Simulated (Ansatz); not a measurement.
Input of the run:

```
crystal:
  lattice:
    - [0.0, 2.44, 2.44]
    - [2.44, 0.0, 2.44]
    - [2.44, 2.44, 0.0]
  atoms:
    - { symbol: Na, position: [0.0, 0.0, 0.0] }
    - { symbol: H, position: [0.5, 0.5, 0.5] }
kpoints:
  mp_grid: { grid: [9, 9, 9] }
  band_path:
    path:
      - [0.0, 0.0, 0.0]
      - [0.5, 0.0, 0.5]
      - [0.625, 0.25, 0.625]
      - [0.375, 0.375, 0.75]
      - [0.0, 0.0, 0.0]
      - [0.5, 0.5, 0.5]
      - [0.5, 0.25, 0.75]
      - [0.5, 0.0, 0.5]
    npoints: 14
scf:
  occupations: { method: fermi_dirac, width: 0.03 }
hamiltonian:
  xc: pbe
  pseudopotentials: { kind: all_electron, lapw: { basis_error: 0.001 } }
output:
  forces: true
  stress: true
  eigenvalues: true
  populations: true
  dos: { projected: true, de: 0.2, e_range: [-14, 8] }
```

Run as:
```bash
ansatz run input.yaml --threads 1 --pin off --max-ram 2048MiB --backend cpu --events-out ev --progress --plain --runs-dir out
```

What will the band structure look like? The path is Γ–X–U–K–Γ–L–W–X.

The material is gapped. The gap along this path is 3.71 eV and indirect, from the valence-band top at W to the conduction-band bottom at L; the smallest direct gap is 4.56 eV, at L. The top valence level at W is a single band, not degenerate (spin aside). The direct gaps are 5.38 eV at K, 5.96 eV at W and 5.38 eV at U.

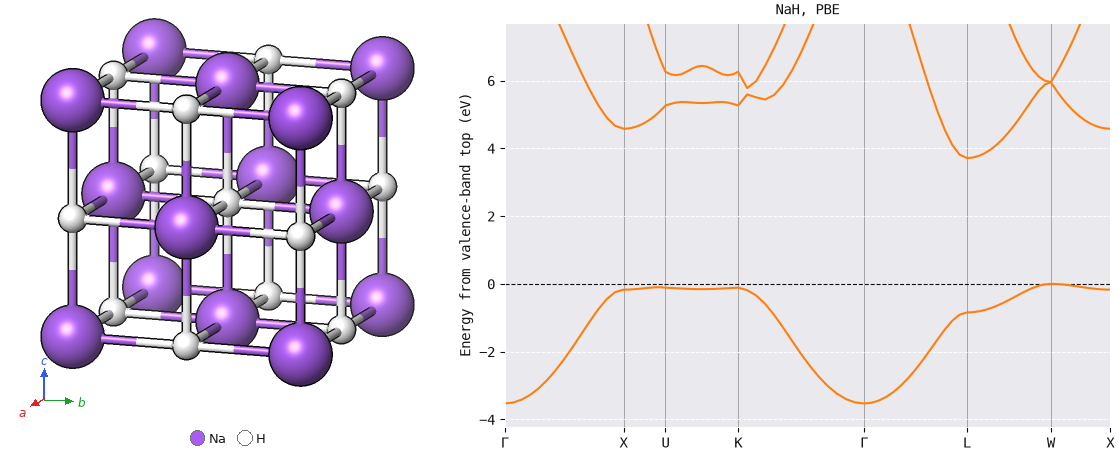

Band structure, beside the structure. Energies are counted from the top of the valence band. The path runs straight from each named point to the next.
